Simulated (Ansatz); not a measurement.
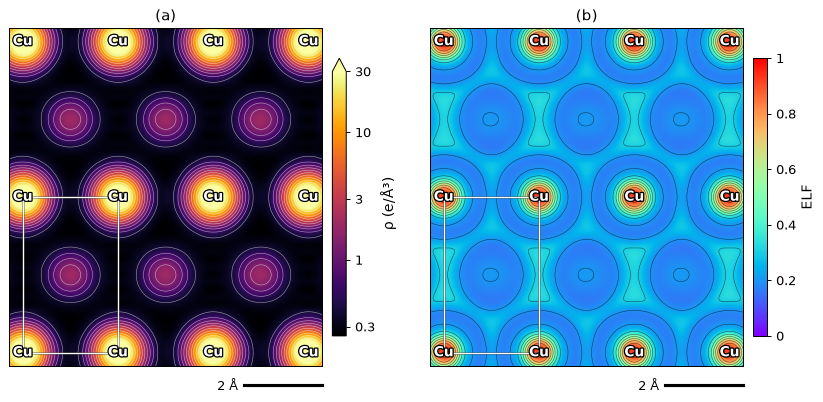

Figure. Cu. (a) valence electron density; (b) electron localisation function on the (010) plane of the conventional cell.

Space group P6₃/mmc; a structure from a database of computed crystals, not necessarily the ambient phase; computed pressure about 25 GPa in this cell; computed without spin polarisation.

All numbers below come from DFT r2SCAN, scalar-relativistic, plane waves, PAW (Ansatz).

> What does the map show?

- The plane passes through Cu nuclei.
- Atoms just off the plane (Cu, 0.7 Å away) can leave unmarked features too.
- Cu–Cu (2.43 Å): ρ is about 0.35 e/Å³ halfway; the ELF is about 0.20 at the midpoint: no localised pair shows between them.
- Between the atoms the lowest density in this plane is 0.25 e/Å³.
- The features right at Cu lie inside the PAW spheres, where the map follows smoothed inner orbitals and isn't to be read closely.
